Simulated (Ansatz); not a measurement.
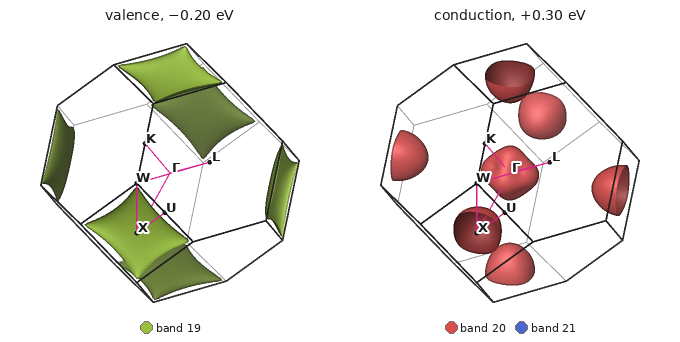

HfO2 (space group Fm-3m, No. 225): constant-energy surfaces at both band edges (energies from each edge).

Theory: DFT PBE, scalar-relativistic, plane waves, PAW; levels and slopes on a dense k mesh at the converged density (Ansatz 0.2.0). No spin polarisation. The levels come from a k mesh of 34×34×34 points. The geometry was not relaxed.

Masses come from a second pass at points close to the extrema; at the energies drawn a band may no longer be parabolic.

Is the gap direct or indirect, and how large does the calculation make it?

The gap is direct, 3.72 eV at this level of theory (semilocal functionals give gaps that are too small, and can reorder valleys that lie close).

Give the valleys and their effective masses.

Valence band (extrema up to 0.20 eV from the edge): three equivalent maxima at X, principal masses 0.29, 3.16 and 3.16 mₑ. Band 19 forms the valence edge.
Conduction band (extrema up to 0.30 eV from the edge): three equivalent minima at X, principal masses 0.74, 0.74 and 1.23 mₑ; one minimum at Γ, 0.10 eV above the edge, two bands meeting there, with masses of 0.54 and 1.84 mₑ for the two bands, each the same along x, y and z. Band 20 forms the conduction edge; band 21 begins 0.10 eV higher (at Γ).

Where one band's surface lies inside another's, the outer one hides all or part of it.

Spin-orbit coupling, left out here, can change the gap, its kind, the place of the band edges and the masses, since the compound holds Hf.

The run (self-consistency and the dense mesh) took 19 s on 1 thread of Intel(R) Xeon(R) 6975P-C (Granite Rapids) (shared host), peak memory 0.66 GiB.
